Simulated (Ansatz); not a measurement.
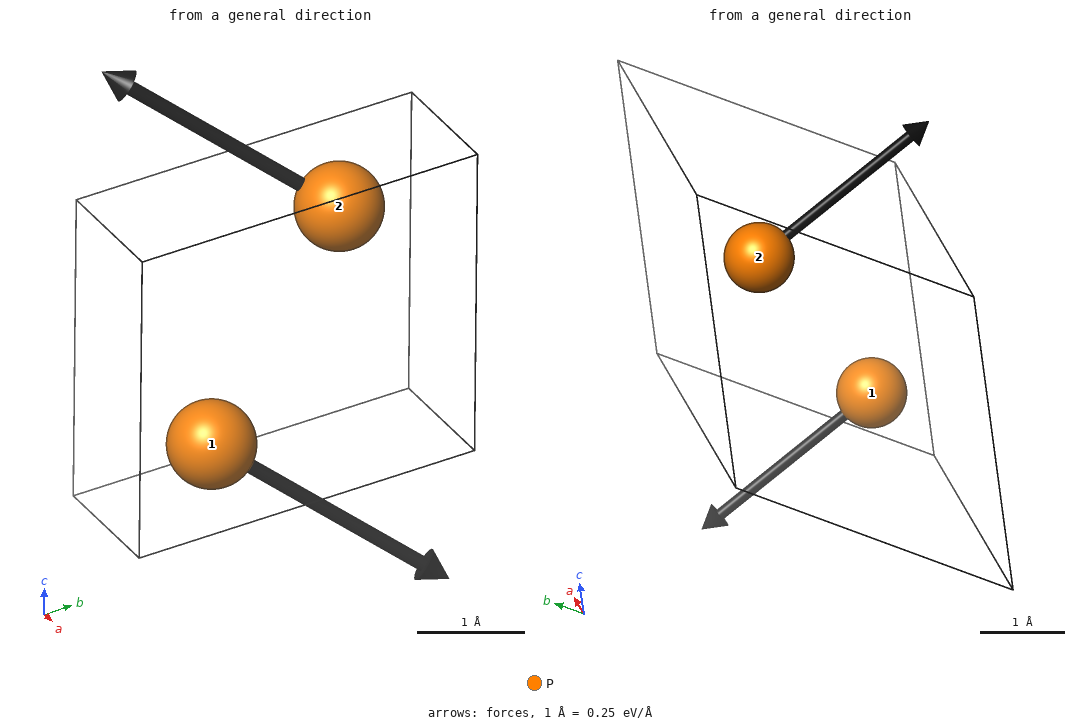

We look at a spheres-only model of the crystal from two general directions. Thin lines show the cell (the run's own, in a reduced setting), with boundary atoms drawn in all their periodic places. The arrows are the computed forces on the atoms.

System: P. Setup: DFT PBE, scalar-relativistic, plane waves, PAW in Ansatz; 420 eV cutoff, k-points about 0.18 Å⁻¹ apart, Gaussian smearing of 0.1 eV, no spin polarisation.

**Is the structure at rest?**

No. The atoms still feel forces of up to about 0.56 eV/Å, far above a usual threshold of 0.01 to 0.03 eV/Å.

**On which atom is the force largest?**

P1 and P2, about 0.56 eV/Å.

The structure comes from a structure listed in the Materials Project. The cell was then strained or its atoms displaced on purpose. An electronic-structure calculation with Ansatz was run on it.
